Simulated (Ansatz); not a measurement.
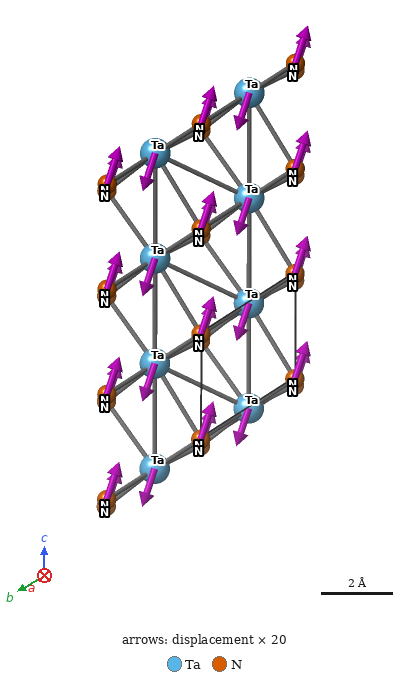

This is a relaxation of solid TaN (set up in P1). The starting structure is drawn; purple arrows show the displacements (the part carried along by the change of the cell is left out), 20 times their true length.

Style: ball-and-stick. Shown: the cell of the calculation, reduced to other axes, repeated 1 × 2 × 3 with one cell outlined, from a free direction. Lengths and directions refer to the drawn axes.

Case: all atoms moved at random, sigma 0.1 Å for each component, cell strained at random, sigma 0.06; relaxed back.

All numbers below come from DFT PBEsol, scalar-relativistic, plane waves, PAW (Ansatz). Set-up: plane-wave cutoff 420 eV; k-point mesh 14 × 14 × 14; occupations gaussian; smearing width 0.15 eV; no spin polarisation; cell and atoms relaxed; force threshold 0.01 eV/Å; at most 80 steps.

What happened in the run?

Answer. The largest moves relative to the cell, 0.057 Å, are those of Ta and N atoms. By element the largest moves are Ta 0.057 Å, N 0.057 Å. The drawn cell changes as follows: a 3.034 → 3.094 Å (+2.0 %), b 3.168 → 3.094 Å (−2.3 %), c 3.241 → 3.094 Å (−4.5 %), α 118.4° → 120.0°, β 116.9° → 120.0°, γ 91.0° → 90.0°; the volume changes by −10.2 %. Near-neighbour distances that change, for instance: N–Ta 2.508 → 2.188 Å, Ta–Ta 3.286 → 3.094 Å, N–Ta 2.352 → 2.188 Å, Ta–Ta 3.241 → 3.094 Å. Among the angles between lasting bonds that change: Ta–N–Ta 84.3° → 90.0°, Ta–N–Ta 174.7° → 180.0°, Ta–N–Ta 175.7° → 180.0°. The space group (tolerance 0.01 Å) goes from P1 (No. 1) to Fm-3m (No. 225). The energy falls by 200 meV per atom in 5 accepted moves (7 points after the start). The largest force component goes from 0.59 to 0.00032 eV/Å. The pressure goes from −21.83 to 0.00 GPa. At 2 points the geometry stayed and the basis and grid were re-selected for the new cell (energy shift of 1.5 meV per atom at most each time).
